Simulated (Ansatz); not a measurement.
Input of the run:

```
crystal:
  lattice:
    - [2.8362844918, 0.0, 0.0]
    - [-1.4181422459, 2.4562944222, 0.0]
    - [0.0, 0.0, 37.6442989108]
  atoms:
    - { symbol: Al, position: [0.3333333333, 0.6666666667, 0.2257978033] }
    - { symbol: Al, position: [0.0, 0.0, 0.2877072406] }
    - { symbol: Al, position: [0.6666666667, 0.3333333333, 0.3496166779] }
    - { symbol: Al, position: [0.0, 0.0, 0.4115261153] }
    - { symbol: Al, position: [0.3333333333, 0.6666666667, 0.4729161237] }
    - { symbol: Al, position: [0.0, 0.0, 0.5342805556] }
    - { symbol: Al, position: [0.6666666667, 0.3333333333, 0.5966221375] }
    - { symbol: Al, position: [0.0, 0.0, 0.6583877038] }
    - { symbol: Al, position: [0.3333333333, 0.6666666667, 0.7209215701] }
    - { symbol: O, position: [-0.1666666667, -0.3333333333, 0.7533301959] }
basis:
  ecutwfc: 420
kpoints:
  mp_grid: { grid: [12, 12, 1] }
hamiltonian:
  xc: pbesol
scf:
  occupations: { method: gaussian, width: 0.1 }
output:
  forces: true
  eigenvalues: true
  write_density: true
  write_potential: true
  elf: true
  volumetric_format: npy
relax:
  adjacent_minimum: "off"
  f_tol: 0.03
  max_steps: 70
  constraints: [{ sites: [0, 1, 2, 3] }]
efield:
  axis: 3
  dipole_correction: true
  ramp_width: 0.04
```

Launched with:
```bash
ansatz run input.yaml --threads 1 --pin off --max-ram 2560MiB --backend cpu --events-out ev --progress --plain --runs-dir out
```

What does the potential across the slab give for the work function?

The work function is 5.01 eV at the right face and 4.11 eV at the left. The vacuum level is 0.90 eV higher at the right than at the left, so the slab carries a dipole along its normal; the ramp in the vacuum, at or near the edge of the plot, is the dipole correction that keeps each side flat. Some atoms were held fixed in the relaxation, which can itself make the faces differ. The outermost atoms are 19.3 Å apart, which leaves 18.3 Å of vacuum in a cell 37.6 Å high.

The electron count is odd and the run has no spin polarisation, so a magnetic state may lie lower.

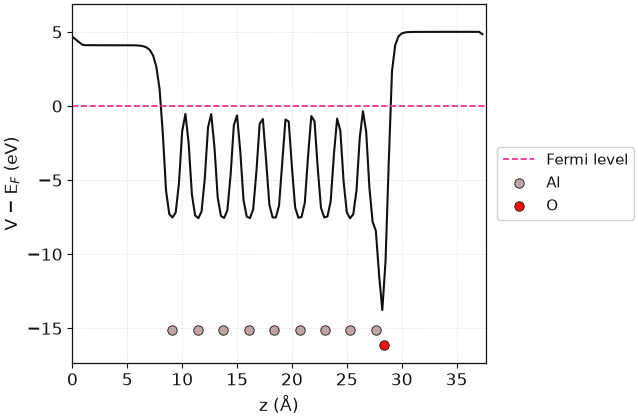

Plane-averaged electrostatic potential energy of an electron across the slab; circles at the bottom mark the heights of the atoms (positions after relaxation).
